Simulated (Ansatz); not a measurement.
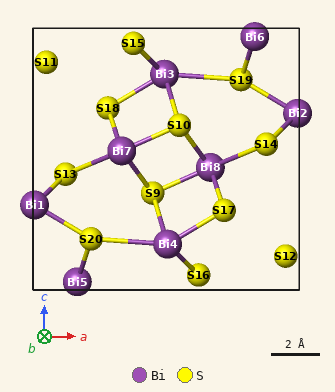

This is the input geometry for a relaxation of a crystal of Bi2S3 (built on the database structure type). A ball-and-stick model of the cell of the calculation, seen along the b axis.

These are results of DFT, r2SCAN+rVV10, plane waves, PAW (Ansatz), not measurements.

The input:
```yaml
crystal:
  lattice:
    - [11.1468711531, 0.0, 0.0]
    - [0.0, 3.9784905122, 0.0]
    - [0.0, 0.0, 10.9608430967]
  atoms:
    - { symbol: Bi, position: [0.0057648289, 0.25, 0.3248168049] }
    - { symbol: Bi, position: [0.9942351711, 0.75, 0.6751831951] }
    - { symbol: Bi, position: [0.4942351711, 0.75, 0.8248168049] }
    - { symbol: Bi, position: [0.5057648289, 0.25, 0.1751831951] }
    - { symbol: Bi, position: [0.1666155651, 0.75, 0.0314734656] }
    - { symbol: Bi, position: [0.8333844349, 0.25, 0.9685265344] }
    - { symbol: Bi, position: [0.3333844349, 0.25, 0.5314734656] }
    - { symbol: Bi, position: [0.6666155651, 0.75, 0.4685265344] }
    - { symbol: S, position: [0.4497508723, 0.75, 0.3704476074] }
    - { symbol: S, position: [0.5502491277, 0.25, 0.6295523926] }
    - { symbol: S, position: [0.0502491277, 0.25, 0.8704476074] }
    - { symbol: S, position: [0.9497508723, 0.75, 0.1295523926] }
    - { symbol: S, position: [0.1226246679, 0.75, 0.4426540049] }
    - { symbol: S, position: [0.8773753321, 0.25, 0.5573459951] }
    - { symbol: S, position: [0.3773753321, 0.25, 0.9426540049] }
    - { symbol: S, position: [0.6226246679, 0.75, 0.0573459951] }
    - { symbol: S, position: [0.7183531153, 0.25, 0.3043638501] }
    - { symbol: S, position: [0.2816468847, 0.75, 0.6956361499] }
    - { symbol: S, position: [0.7816468847, 0.75, 0.8043638501] }
    - { symbol: S, position: [0.2183531153, 0.25, 0.1956361499] }
kpoints:
  mp_grid: { grid: [2, 6, 2] }
hamiltonian:
  xc: r2scan
  dispersion: rvv10
scf:
  occupations: { method: fermi_dirac, width: 0.02 }
relax:
  f_tol: 0.005
  cell: {}
```

Q: Where does the relaxation end?

A: The largest moves relative to the cell, 0.086 Å, are those of Bi1, Bi2, Bi3 and Bi4. Bi4 goes along +a. By element the largest moves are Bi 0.086 Å, S 0.054 Å. The volume changes by +3.2 %, with a 11.147 → 11.355 Å (+1.9 %), b 3.978 → 3.986 Å (+0.2 %), c 10.961 → 11.078 Å (+1.1 %). Some distances before and after: Bi1–S17 3.212 → 3.403 Å, Bi5–S15 3.229 → 3.327 Å, Bi1–S14 2.923 → 2.990 Å, Bi1–S12 2.988 → 3.039 Å. Among the angles between lasting bonds that change: S14–Bi1–S20 150.2° → 153.5°, S13–Bi1–S20 80.3° → 82.8°. The space group stays Pnma (No. 62). Over 4 accepted moves (7 points after the start) the energy falls by 4.2 meV per atom. Largest force component: 0.15 eV/Å at the start, 0.0023 eV/Å at the end. The pressure goes from 0.44 to 0.00 GPa. The line search rejected the trial steps at points 1, 3 of the run. At 1 point the geometry stayed and the basis and grid were re-selected for the new cell (energy shift of 0.1 meV per atom at most each time).

After the run, drawn alike:

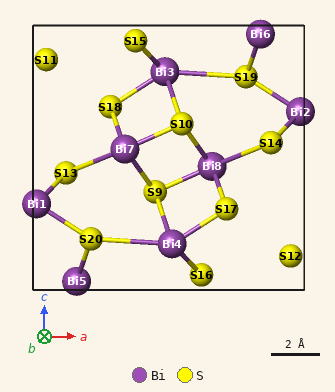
